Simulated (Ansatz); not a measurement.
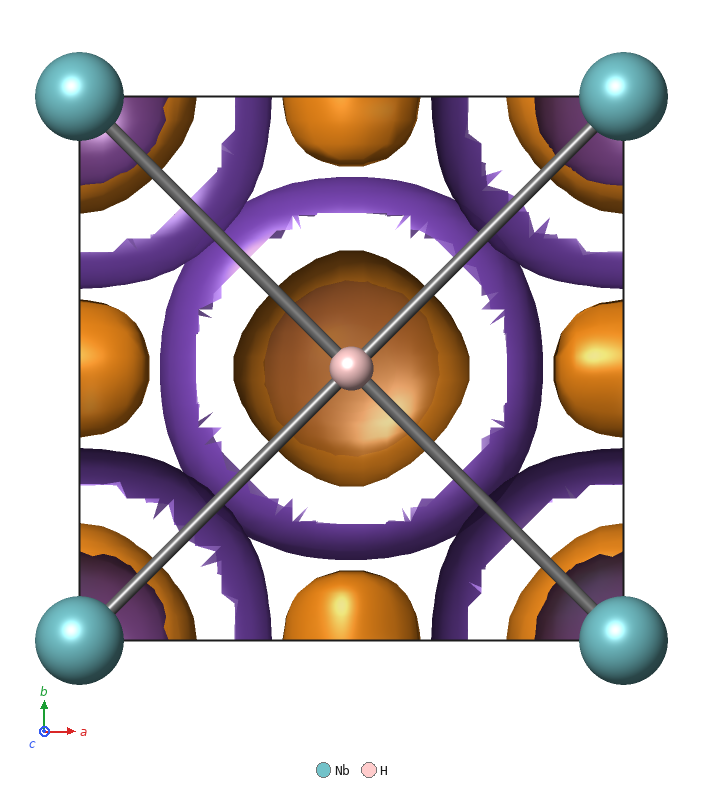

NbH. Bonding charge density, ρ(crystal) − Σ ρ(neutral atoms): orange surfaces at +0.06 and purple ones at −0.06 e/Å³, in the conventional cell seen along the c axis (the regions close to the nuclei are left out). Cores are masked to 1.0 Å (Nb) and 0.4 Å (H).

Space group I4/mmm; the calculation finds a residual pressure of about −3 GPa at this fixed cell. The cell comes from a database of computed structures, not from a measurement.

These are results of Ansatz 0.2.0, DFT r2SCAN, scalar-relativistic, plane waves, PAW, not measurements.

Core electrons are frozen (PAW), so the fields are smoothed inside the atomic spheres.

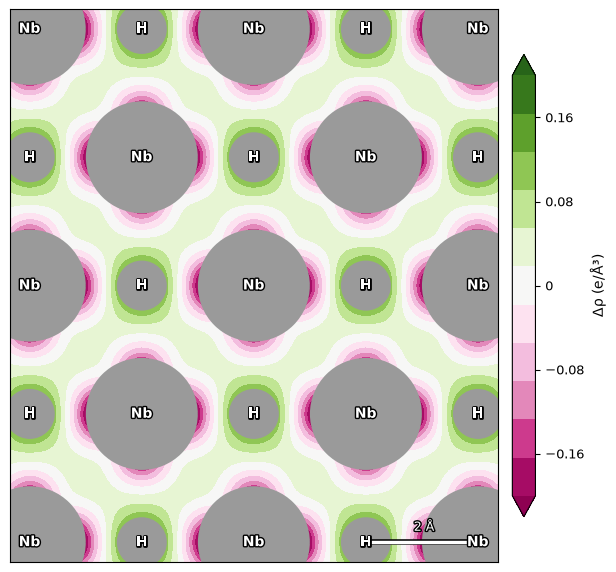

The same field as a map on the (11̄0) plane of the conventional cell, with grey discs over the atomic cores.

**What does the deformation density say about the bonding?**

H–Nb (1.98 Å): Δρ is −0.2 e/Å³ at the midpoint (inside or at the edge of a masked core, so read it with care).
- Nb–Nb (3.02 Å): Δρ is +0.04 e/Å³ at the midpoint.
- Over the whole cell, outside the masked cores, the largest gain lies at the edge of the masked core of H, and the largest loss lies in the shortest H–Nb contact, between the masked cores.
- In all about 0.26 e an atom is rearranged against the free atoms.
- Bader charges: Nb +0.65 and H −0.65 e.

The run took 32 s on 1 thread of Arm Neoverse N1, on a shared host, peak memory 0.4 GiB.
